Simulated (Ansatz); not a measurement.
# WS2: 5 runs along one coordinate

System: WS2 (P-6m2, 3 atoms in the cell).
Method: Kohn-Sham DFT of a periodic cell, PBEsol, all-electron LAPW, scalar-relativistic, no spin polarisation (Ansatz 0.2.0).

The 5 runs differ only in the geometry, by a strain of the cell at fixed fractional positions. Against run 3, the strain is εxx = η and εyy = η. The structure derives from a Materials Project entry.

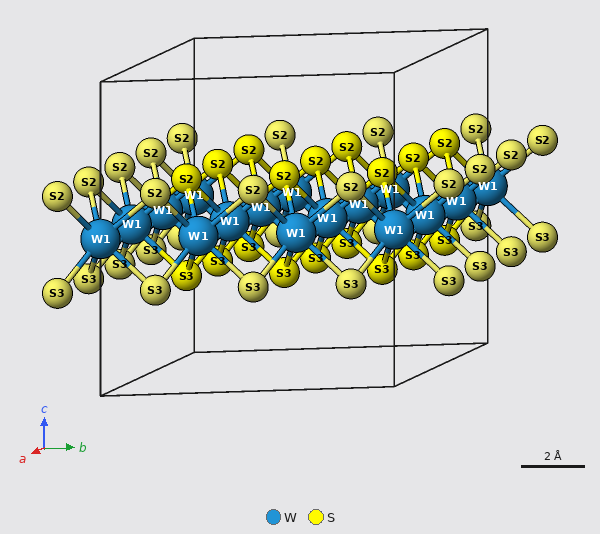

Figure 1. The structure of run 3 (ball-and-stick view of the 3 × 3 repeat of the cell, with the vacuum cut short, seen slightly off an axis; neighbours outside the cell are drawn fainter; atoms are numbered from 1 in the order of the input). An atom can appear more than once, as a periodic image.

**Input of run 3**
```yaml
crystal:
  lattice:
    - [3.1835163552, 0.0, 0.0]
    - [-1.5917581776, 2.7570060369, 0.0]
    - [0.0, 0.0, 16.95057789]
  atoms:
    - { symbol: W, position: [0.0, 0.0, 0.0] }
    - { symbol: S, position: [0.3333333333, 0.6666666667, 0.09200051] }
    - { symbol: S, position: [0.3333333333, 0.6666666667, 0.90799949] }
kpoints:
  mp_grid: { grid: [10, 10, 2] }
  band_path:
    path:
      - [0.0, 0.0, 0.0]
      - [0.5, 0.0, 0.0]
      - [0.3333333333, 0.3333333333, 0.0]
      - [0.0, 0.0, 0.0]
      - [0.0, 0.0, 0.5]
      - [0.5, 0.0, 0.5]
      - [0.3333333333, 0.3333333333, 0.5]
      - [0.0, 0.0, 0.5]
    npoints: 10
scf:
  occupations: { method: fermi_dirac, width: 0.05 }
hamiltonian:
  xc: pbesol
  pseudopotentials: { kind: all_electron, lapw: { basis_error: 0.002 } }
output:
  forces: true
  stress: true
  eigenvalues: true
```

Command:
```bash
ansatz run input.yaml --threads 2 --pin off --max-ram 8192MiB --backend cpu --events-out ev --progress --plain --runs-dir out
```

Run 2 differs from it as follows:
```diff
-    - [3.1835163552, 0.0, 0.0]
-    - [-1.5917581776, 2.7570060369, 0.0]
+    - [3.1198460281, 0.0, 0.0]
+    - [-1.559923014, 2.7018659162, 0.0]
```

**Results, with one run withheld**

```tsv
run	strain parameter η (%)	free energy per atom, from the lowest run given (meV)	pressure (GPa)	gap on the mesh (eV)
1	−4.0000	36.15	4.31	2.28
2	−2.0000	?	?	?
3	0.0000	0.00	−1.06	1.99
4	2.0000	32.34	−3.04	1.63
5	4.0000	91.93	−4.64	1.32
```

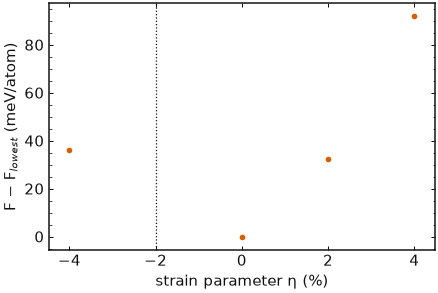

Figure 2. Free energy per atom of the runs given; the dotted line marks run 2.

Fit the runs given and predict run 2.

A quadratic polynomial in the coordinate, fitted to the 4 runs given, misses them by at most 1.39 meV per atom. With x = η − 0.5000, it reads F = 5.5574 + 11.008 x + 3.9483 x² (meV per atom). At run 2 it gives 2.71 meV per atom, and the run itself gives −0.48. The fit has its minimum at η = −0.8940 %. The miss comes from the order of the polynomial or from scatter in that run; these data can't tell which. The gap on the mesh lies between 1.32 eV (run 5) and 2.30 eV (run 2); run 2 has 2.30 eV. These are gaps of this functional on this mesh, which can miss the band edges; they aren't the measured gap.

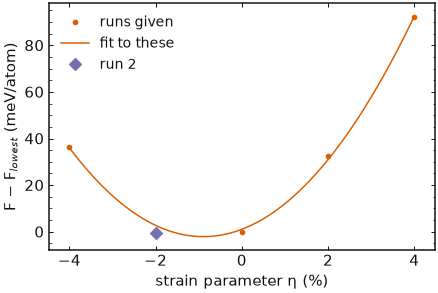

Figure 3. The fit and the withheld run.

**Output, shortened to warnings, some set-up lines, iterations and results (run 2)**
```
Basis set: ecut = 267.35079629074096 eV, 1359 PW (Γ), exchange–correlation at level 2
Symmetry: 12 space group operations
k-points: 28 of 200 (time reversal used)
Initial density: superposition of atomic densities (neutral atoms: chi_scale 0, normalization atom)
[...]
SCF iter   1: F=—  HF=-460768.146897 eV  |F-HF|=—  |Δ(HF+E_count)|=         —  Δρ=2.27e-2  dr2=9.86e-1  ethr=1.48e-3  ⟨swp⟩=2.4  Hψ=7345  notcnv=0
SCF iter   2: F=—  HF=-460767.749451 eV  |F-HF|=—  |Δ(HF+E_count)|=   3.97e-1  Δρ=8.78e-3  dr2=1.61e-1  ethr=1.48e-3  ⟨swp⟩=3.2  Hψ=3709  notcnv=0
SCF iter   3: F=—  HF=-460767.737971 eV  |F-HF|=—  |Δ(HF+E_count)|=   1.15e-2  Δρ=6.67e-3  dr2=1.35e-1  ethr=2.44e-4  ⟨swp⟩=3.1  Hψ=3673  notcnv=0
SCF iter   4: F=—  HF=-460767.706624 eV  |F-HF|=—  |Δ(HF+E_count)|=   3.13e-2  Δρ=2.49e-3  dr2=8.24e-3  ethr=1.25e-5  ⟨swp⟩=2.0  Hψ=5606  notcnv=0
SCF iter   5: F=—  HF=-460767.706150 eV  |F-HF|=—  |Δ(HF+E_count)|=         —  Δρ=5.66e-4  dr2=3.96e-4  ethr=1.25e-5  ⟨swp⟩=2.0  Hψ=3139  notcnv=0
SCF iter   6: F=—  HF=-460767.706025 eV  |F-HF|=—  |Δ(HF+E_count)|=   1.25e-4  Δρ=1.83e-4  dr2=4.27e-5  ethr=6.00e-7  ⟨swp⟩=2.5  Hψ=3155  notcnv=0
SCF iter   7: F=—  HF=-460767.706045 eV  |F-HF|=—  |Δ(HF+E_count)|=   2.01e-5  Δρ=2.04e-5  dr2=6.63e-7  ethr=6.47e-8  ⟨swp⟩=3.0  Hψ=3279  notcnv=0
SCF iter   8: F=-460767.706045 eV  HF=-460767.706045 eV  |F-HF|=6.82e-8  |Δ(HF+E_count)|=   1.04e-7  Δρ=7.38e-6  dr2=5.29e-8  ethr=1.00e-9  ⟨swp⟩=3.0  Hψ=3304  notcnv=0
SCF 1 converged in 8 iterations: F = -460767.706045 eV  dr2 = 5.29e-8
NSCF: frozen V_eff on 71 k-points
SCF converged after 8 iterations
Free energy (F): -460767.706045 eV
Harris-Foulkes:  -460767.706045 eV  (|F-HF|=6.82e-8)
Internal energy: -460767.706045 eV  (E = F + TS)
E sigma→0 (E₀):  -460767.706045 eV
Fermi energy:    2.424586 eV
--- Per-component energies (eV) ---
  E_band       = -5717.852898
  E_kinetic    = 513483.243582
  E_xc         = -10066.438532
  E_electrostatic = -964184.511096  (all electrons and nuclei)
  E_smearing   = -0.000000  (= −TS)
  E_closure    = 0.000000  (closes the sum)
  E_atoms      = -460744.039139  (free atoms, spherical and without spin; not in F)
  Σ components = -460767.706045   (vs F -460767.706045, Δ=0.00e0)
  Basis errors (estimates in eV, not in F): energy 9.2e-4 per atom: plane waves 8.4e-4 (5.0e-4 summed), levels above the bands 2.5e-52, relativity 6.2e-8, radial functions 7.4e-5, core shells 2.6e-6; eigenvalues (radial functions only) 4.5e-6; not estimated: angular momenta, meshes, grids; target …
--- Forces (eV/Å), atoms counted from 1 ---
  atom   1  W     -0.00000000     0.00000000     0.00000000
  atom   2  S      0.00000000     0.00000000     0.35510910
  atom   3  S     -0.00000000     0.00000000    -0.35510910
  max |Σ_I F_I| component: 5.55e-17 eV/Å
--- Stress (GPa, compression-positive) ---
        1.418171       0.000000       0.000000
        0.000000       1.418171      -0.000000
        0.000000      -0.000000       1.245985
  P = ⅓ Tr σ = 1.3608 GPa (13.608 kbar)
```

Notes: Spin–orbit coupling is left out, which matters for W.
